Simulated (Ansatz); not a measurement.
**InP: single-point calculation**

System: InP (F-43m, 16 atoms in the cell).
Method: DFT PBE, scalar-relativistic, plane waves, PAW, no spin polarisation (Ansatz 0.2.0).

The structure derives from a Materials Project entry. It belongs to a series of runs on one base structure; here: the perfect crystal in a cell of 16 atoms. Figures and captions count atoms from 1; the log counts them from 0 in places.

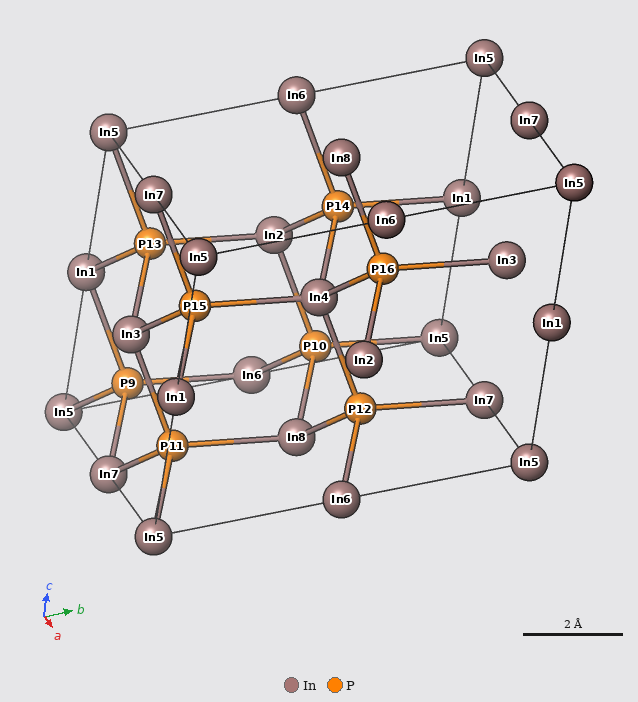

**Figure 1.** The input geometry (ball-and-stick view of the cell of the calculation, seen slightly off an axis; atoms are numbered from 1 in the order of the input). Near neighbours in the crystal (not all of them lie inside the picture): In has 4 P at 2.58 Å; P has 4 In at 2.58 Å.

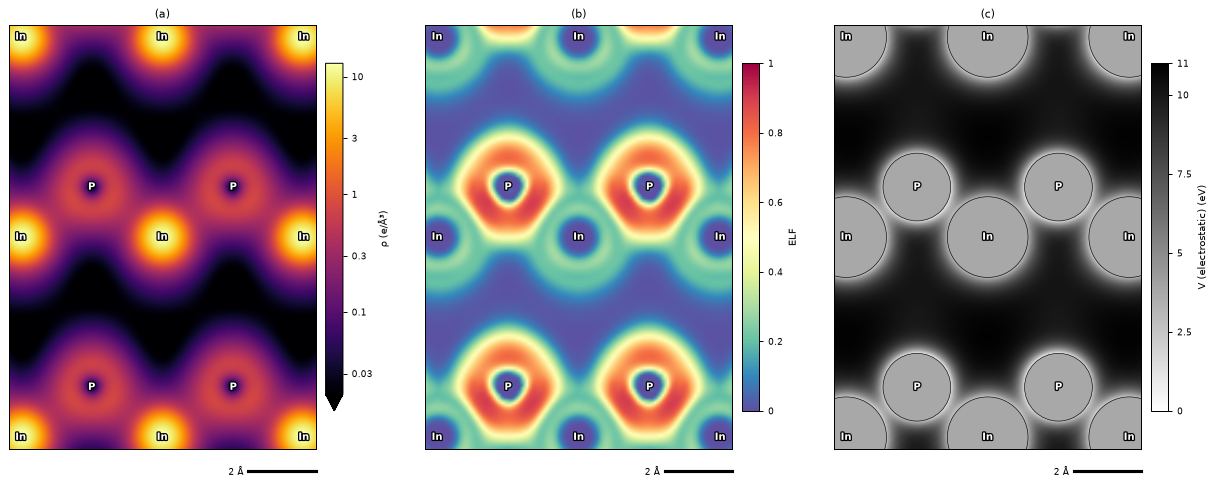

**Figure 2.** (a) valence pseudo-density; (b) electron localisation function; (c) electrostatic potential (local pseudopotential plus Hartree) felt by an electron on the (11̄0) plane of the calculation cell. Grey discs, where drawn, cover atomic cores. Atoms in the plane: In and P. In–P (2.58 Å): ρ at the midpoint is about 0.43 e/Å³; the ELF is about 0.55 at the midpoint. Away from the nuclei the density in this plane falls to 0.01 e/Å³ at its lowest. Outside the cores the potential energy rises away from the atoms and is highest about 2.6 Å from the nearest atoms; outside the discs it spans about 10 eV, and its zero is arbitrary. Core electrons are frozen (PAW), so the fields are smoothed inside the atomic spheres.

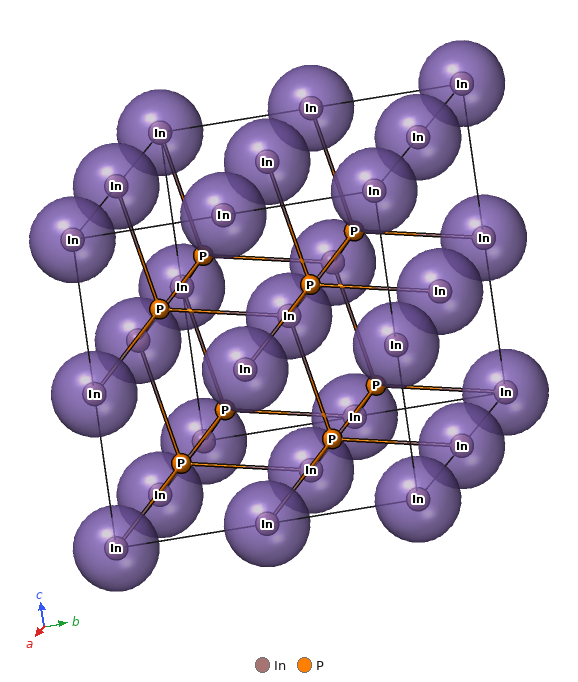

**Figure 3.** Isosurface of the valence electron density at 1 e/Å³ (purple), seen slightly off an axis. Sticks mark near contacts. The outline is the calculation cell. At this value the density breaks into separate islands; it holds about 45 % of the electrons treated as valence (semicore included). It is pinched off along the In–P (2.58 Å) contacts. On the grid the lowest density along these lines, outside the cores, is 0.42 e/Å³ (In–P, 2.58 Å).

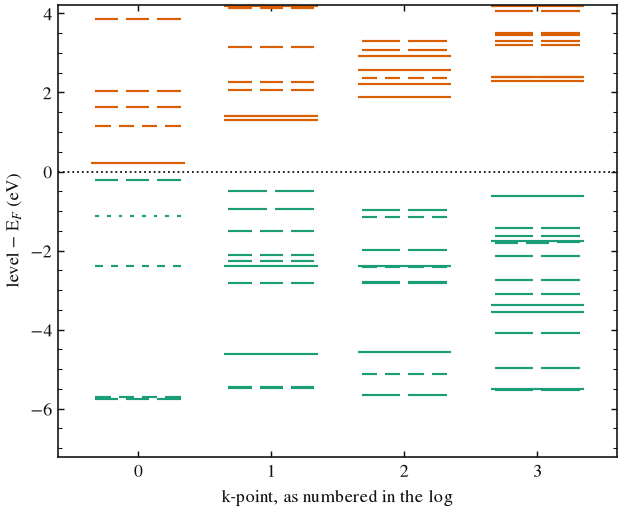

**Figure 4.** Kohn–Sham levels near the Fermi level (dotted) at the few k-points that the log prints; levels within 0.02 eV of each other stand side by side. Among these points the highest filled and lowest empty levels are 0.44 eV apart, which is the gap on the mesh.

The input that produced these results follows, with the program's output.

### The input
```yaml
crystal:
  lattice:
    - [0.0, 5.9597881066, -5.9597881066]
    - [5.9597881066, 5.9597881066, 0.0]
    - [5.9597881066, 0.0, -5.9597881066]
  atoms:
    - { symbol: In, position: [0.0, 0.0, 0.5] }
    - { symbol: In, position: [0.0, 0.5, 0.5] }
    - { symbol: In, position: [0.5, 0.0, 0.5] }
    - { symbol: In, position: [0.5, 0.5, 0.5] }
    - { symbol: In, position: [0.0, 0.0, 1.0] }
    - { symbol: In, position: [0.0, 0.5, 1.0] }
    - { symbol: In, position: [0.5, 0.0, 1.0] }
    - { symbol: In, position: [0.5, 0.5, 1.0] }
    - { symbol: P, position: [0.125, 0.125, 0.125] }
    - { symbol: P, position: [0.125, 0.625, 0.125] }
    - { symbol: P, position: [0.625, 0.125, 0.125] }
    - { symbol: P, position: [0.625, 0.625, 0.125] }
    - { symbol: P, position: [0.125, 0.125, 0.625] }
    - { symbol: P, position: [0.125, 0.625, 0.625] }
    - { symbol: P, position: [0.625, 0.125, 0.625] }
    - { symbol: P, position: [0.625, 0.625, 0.625] }
basis:
  ecutwfc: 420
  xc_grid: 2
kpoints:
  mp_grid: { grid: [3, 3, 3], shift: [0.0, 0.0, 0.0] }
hamiltonian:
  xc: pbe
scf:
  occupations: { method: gaussian, width: 0.02 }
output:
  forces: true
  stress: true
  eigenvalues: true
  write_density: true
  write_potential: true
  elf: true
  volumetric_format: npy
```

Command:
```bash
ansatz run input.yaml --threads 4 --pin off --max-ram 8192MiB --backend cpu --events-out ev --progress --plain --runs-dir out
```

### What the program printed
```
Engine: ansatz 0.2.0, x86_64-unknown-linux-gnu
Pseudopotentials: kind: paw
Pseudopotential: In, paw, valence charge 13, recommended cutoff 420 eV (normal), In.paw.azcp
Pseudopotential: P, paw, valence charge 5, recommended cutoff 420 eV (normal), P.paw.azcp
Functional definition: PBE
  parameter kappa = 0.804
  parameter beta = 0.06672455060314922
  exchange = pbe_x(kappa = kappa, mu = beta*pi^2/3)
  correlation = pbe_c(beta = beta)
Crystal: 16 atoms, lattice volume = 423.372 Å³
Basis set: ecut = 420 eV, 8363 PW (Γ), exchange–correlation on 120×120×120 points (8 copies of the dense FFT grid, shifted against one another)
Bands: 88, of which v1, the nominal top of the filled ones, is band 72 counted from 1 (71 counted from 0)
Symmetry: 192 space group operations
Space group: F-43m (ITA 216), of the structure as read, at distance tolerance 7.5e-5 Å
k-points: 4 of 27 (time reversal used)
Non-local potential: In, projectors of the file, l = 0: 2, l = 1: 2, l = 2: 2, l = 3: 2
Non-local potential: P, projectors of the file, l = 0: 2, l = 1: 2, l = 2: 2
PAW form: soft (Blöchl's): semilocal exchange-correlation on the pseudo side does not see the compensation charge
PAW one-centre angular grid: In, 590 points (default); XC on 64 Gauss nodes
PAW one-centre angular grid: P, 110 points (default); XC on 64 Gauss nodes
Initial density: superposition of atomic densities (neutral atoms: chi_scale 0, normalization atom), corrected by the library's trained network
Initial wavefunctions: pseudopotential atomic-orbital guess
Functional: x = pbe(κ = 0.804, μ = 0.2195149727645171), c = pbe(β = 0.06672455060314922)
SCF iter   1: F=—  HF=-50831.973699 eV  |F-HF|=—  |Δ(HF+E_count)|=         —  Δρ=1.53e-3  dr2=2.25e-2  ethr=1.77e-3  ⟨swp⟩=8.0  Hψ=1597  notcnv=0  defer=8
preconditioner: auto → Resta (q_TF=auto, 2.279 Å⁻¹)  ε∞=3.7  [insulator: Δε(μ)=0.426 eV  Ē_g=13.115 eV  σ=0.020 eV  W_gap=1.00  n_scr=64 (ndim 8)  ℏωp=21.7 eV  f_vac=0.030  D(μ)=0.00/eV (n_scr^D=0)  ε∞_Penn≈3.7]
SCF iter   2: F=—  HF=-50831.965479 eV  |F-HF|=—  |Δ(HF+E_count)|=   8.22e-3  Δρ=7.23e-4  dr2=4.80e-3  ethr=1.56e-5  ⟨swp⟩=2.2  Hψ=719  notcnv=0  defer=40
SCF iter   3: F=—  HF=-50831.965740 eV  |F-HF|=—  |Δ(HF+E_count)|=   2.61e-4  Δρ=2.21e-4  dr2=3.55e-4  ethr=3.33e-6  ⟨swp⟩=2.0  Hψ=440  notcnv=0  defer=40
SCF iter   4: F=—  HF=-50831.966139 eV  |F-HF|=—  |Δ(HF+E_count)|=   3.99e-4  Δρ=7.61e-5  dr2=4.97e-5  ethr=2.47e-7  ⟨swp⟩=2.0  Hψ=435  notcnv=0  defer=40
SCF iter   5: F=—  HF=-50831.966412 eV  |F-HF|=—  |Δ(HF+E_count)|=   2.72e-4  Δρ=1.61e-5  dr2=9.43e-7  ethr=3.45e-8  ⟨swp⟩=2.0  Hψ=569  notcnv=0  defer=40
SCF iter   6: F=-50831.966414 eV  HF=-50831.966414 eV  |F-HF|=8.11e-8  |Δ(HF+E_count)|=   2.70e-6  Δρ=3.08e-6  dr2=3.85e-8  ethr=6.94e-11  ⟨swp⟩=17.0  Hψ=2880  notcnv=0
SCF 1 converged in 6 iterations: F = -50831.966414 eV  dr2 = 3.85e-8
  greatest PAW one-centre occupation: 0.981 electrons in one spin orbital (limit 2), on the In atom at site 7 (counted from 0), in its partial waves of l = 2
SCF converged after 6 iterations
Free energy (F): -50831.966414 eV
Harris-Foulkes:  -50831.966414 eV  (|F-HF|=8.11e-8)
Internal energy: -50831.966414 eV  (E = F + TS)
E sigma→0 (E₀):  -50831.966414 eV
Fermi energy:    6.603074 eV
--- Per-component energies (eV) ---
  E_band       = -489.433715
  E_kinetic    = 2498.020933
  E_local      = -11427.597523  (includes V_loc(G=0)·N_el)
  E_nonlocal   = 3210.369819
  E_hartree    = 4500.402923
  E_xc         = -2207.976154
  E_vxc        = -1272.486775  (∫ρ·V_xc dr)
  E_paw        = -37801.393835  (= ΣΔE_a)
  E_vpaw       = -2498.550695  (= ΣTr[D̂ρ^β])
  E_aug_tail   = 0.000226  (compensation charges beyond the density's cutoff)
  E_ewald      = -9603.792804
  E_smearing   = -0.000000  (= −TS)
  E_closure    = 0.000000  (closes the sum)
  Σ components = -50831.966414   (vs F -50831.966414, Δ=0.00e0)
--- Forces (eV/Å), atoms counted from 1 ---
  atom   1  In     0.00000000    -0.00000000     0.00000000
  atom   2  In     0.00000000    -0.00000000    -0.00000000
  atom   3  In     0.00000000     0.00000000     0.00000000
  atom   4  In     0.00000000    -0.00000000     0.00000000
  atom   5  In     0.00000000    -0.00000000     0.00000000
  atom   6  In     0.00000000     0.00000000    -0.00000000
  atom   7  In     0.00000000    -0.00000000    -0.00000000
  atom   8  In     0.00000000     0.00000000    -0.00000000
  atom   9  P     -0.00000000     0.00000000    -0.00000000
  atom  10  P     -0.00000000     0.00000000    -0.00000000
  atom  11  P     -0.00000000     0.00000000    -0.00000000
  atom  12  P     -0.00000000     0.00000000    -0.00000000
  atom  13  P     -0.00000000     0.00000000    -0.00000000
  atom  14  P     -0.00000000    -0.00000000     0.00000000
  atom  15  P     -0.00000000     0.00000000    -0.00000000
  atom  16  P     -0.00000000    -0.00000000    -0.00000000
  max |Σ_I F_I| component: 5.79e-16 eV/Å
--- Stress (GPa, compression-positive) ---
       -0.028482      -0.000000      -0.000000
        0.000000      -0.028482      -0.000000
       -0.000000      -0.000000      -0.028482
  P = ⅓ Tr σ = -0.0285 GPa (-0.285 kbar)
--- Band table (eV) ---
  k-point 0: bands = ["-7.8757", "-7.8757", "-7.8757", "-7.8172", "-7.8172", "-7.8172", "-7.8172", "-7.7206", "-7.7206", "-7.7206", "-7.6877", "-7.6877", "-7.6877", "-7.6877", "-7.6877", "-7.6877", "-7.6877", "-7.6877", "-7.6336", "-7.6336", "-7.6336", "-7.6329", "-7.6329", "-7.6329", "-7.6329", "-7.6329", "-7.6329", "-7.5923", "-7.5923", "-7.5809", "-7.5809", "-7.5809", "-7.5809", "-7.5809", "-7.5809", "-7.5809", "-7.5809", "-7.5629", "-7.5629", "-7.5629", "-4.8030", "-3.2382", "-3.2382", "-3.2382", "-3.2382", "-2.6399", "-2.6399", "-2.6399", "0.8418", "0.8418", "0.8418", "0.9076", "0.9076", "0.9076", "0.9076", "4.2255", "4.2255", "4.2255", "4.2255", "4.2255", "4.2255", "5.4818", "5.4818", "5.4818", "5.4818", "5.4818", "5.4818", "5.4818", "5.4818", "6.3831", "6.3831", "6.3831", "6.8221", "7.7614", "7.7614", "7.7614", "7.7614", "8.2271", "8.2271", "8.2271", "8.6458", "8.6458", "8.6458", "10.4649", "10.4649", "10.4649", "11.1775", "11.1775"]
  k-point 1: bands = ["-7.8558", "-7.8558", "-7.8558", "-7.8247", "-7.8247", "-7.8247", "-7.7942", "-7.7460", "-7.7101", "-7.7101", "-7.6934", "-7.6934", "-7.6807", "-7.6807", "-7.6807", "-7.6726", "-7.6726", "-7.6726", "-7.6525", "-7.6525", "-7.6525", "-7.6447", "-7.6447", "-7.6447", "-7.6204", "-7.6204", "-7.6204", "-7.5952", "-7.5952", "-7.5952", "-7.5918", "-7.5918", "-7.5864", "-7.5864", "-7.5781", "-7.5781", "-7.5781", "-7.5696", "-7.5696", "-7.5696", "-4.5144", "-3.7752", "-3.1266", "-3.1266", "-3.1266", "-2.8370", "-2.8370", "-2.8370", "1.1316", "1.1316", "1.1316", "1.1593", "1.1593", "1.1593", "1.9819", "3.7939", "3.7939", "3.7939", "4.2212", "4.3485", "4.3485", "4.3485", "4.4824", "4.4824", "4.4824", "5.0950", "5.0950", "5.0950", "5.6642", "5.6642", "6.1031", "6.1031", "7.9094", "8.0046", "8.6590", "8.6590", "8.6590", "8.8644", "8.8644", "8.8644", "9.7654", "9.7654", "9.7654", "10.7403", "10.7403", "10.7403", "10.7975", "10.8781"]
  k-point 2: bands = ["-7.8549", "-7.8549", "-7.8415", "-7.8143", "-7.8143", "-7.8143", "-7.8143", "-7.7649", "-7.6993", "-7.6993", "-7.6834", "-7.6834", "-7.6834", "-7.6834", "-7.6790", "-7.6790", "-7.6790", "-7.6790", "-7.6599", "-7.6599", "-7.6555", "-7.6555", "-7.6389", "-7.6389", "-7.6220", "-7.6154", "-7.6154", "-7.6010", "-7.5896", "-7.5896", "-7.5896", "-7.5896", "-7.5858", "-7.5858", "-7.5858", "-7.5858", "-7.5849", "-7.5738", "-7.5738", "-7.5703", "-4.4189", "-3.4222", "-3.3190", "-3.3190", "-3.3190", "-3.3190", "-2.5930", "-2.5930", "0.9428", "0.9428", "1.4809", "1.4809", "1.4809", "1.4809", "2.0318", "3.7708", "3.7708", "3.8065", "3.8065", "4.1866", "4.1866", "4.1866", "4.1866", "4.2131", "4.6214", "4.6214", "5.4444", "5.4444", "5.4444", "5.4444", "5.6337", "5.6337", "8.4928", "8.8183", "8.9565", "8.9565", "8.9565", "8.9565", "9.1813", "9.5352", "9.6777", "9.6777", "9.8993", "9.8993", "11.0072", "11.0072", "11.0072", "11.0072"]
  k-point 3: bands = ["-7.8388", "-7.8379", "-7.8379", "-7.8297", "-7.8297", "-7.8031", "-7.8031", "-7.7791", "-7.6978", "-7.6929", "-7.6843", "-7.6843", "-7.6800", "-7.6800", "-7.6752", "-7.6752", "-7.6747", "-7.6747", "-7.6691", "-7.6592", "-7.6592", "-7.6540", "-7.6501", "-7.6501", "-7.6079", "-7.6079", "-7.6047", "-7.6047", "-7.6034", "-7.6033", "-7.6033", "-7.5964", "-7.5858", "-7.5820", "-7.5808", "-7.5808", "-7.5786", "-7.5786", "-7.5769", "-7.5769", "-4.0690", "-3.8210", "-3.8210", "-3.2007", "-3.2007", "-2.7770", "-2.7763", "-2.7763", "1.0717", "1.0717", "1.1048", "1.6394", "1.6394", "2.5279", "2.5279", "3.0414", "3.2311", "3.4940", "3.4940", "3.8669", "3.8669", "4.4593", "4.4593", "4.7940", "4.7940", "4.8110", "4.8348", "4.9811", "4.9811", "5.1706", "5.1706", "5.9730", "8.8815", "8.9828", "9.0056", "9.0056", "9.8029", "9.8029", "9.8945", "9.8945", "10.0511", "10.0511", "10.1143", "10.1143", "10.6538", "10.6538", "10.7847", "11.1548"]
```

### Results in brief

```json
{"quantity": "outcome", "value": "converged"}
{"quantity": "space group (tolerance 0.01 Å)", "value": "F-43m (216)"}
{"quantity": "electrons treated", "value": "144"}
{"quantity": "free energy", "value": "−50831.9664 eV"}
{"quantity": "Fermi energy", "value": "6.603 eV"}
{"quantity": "gap on the k-point mesh", "value": "0.44 eV"}
{"quantity": "pressure", "value": "−0.03 GPa"}
{"quantity": "largest force (length of the vector)", "value": "under 0.001 eV/Å"}
{"quantity": "hardware", "value": "4 threads of Intel Xeon @ 2.10GHz (Emerald Rapids), 189 GiB of memory available, shared host"}
{"quantity": "wall time", "value": "24 s (CPU time 24 s)"}
{"quantity": "peak memory", "value": "0.96 GiB"}
```
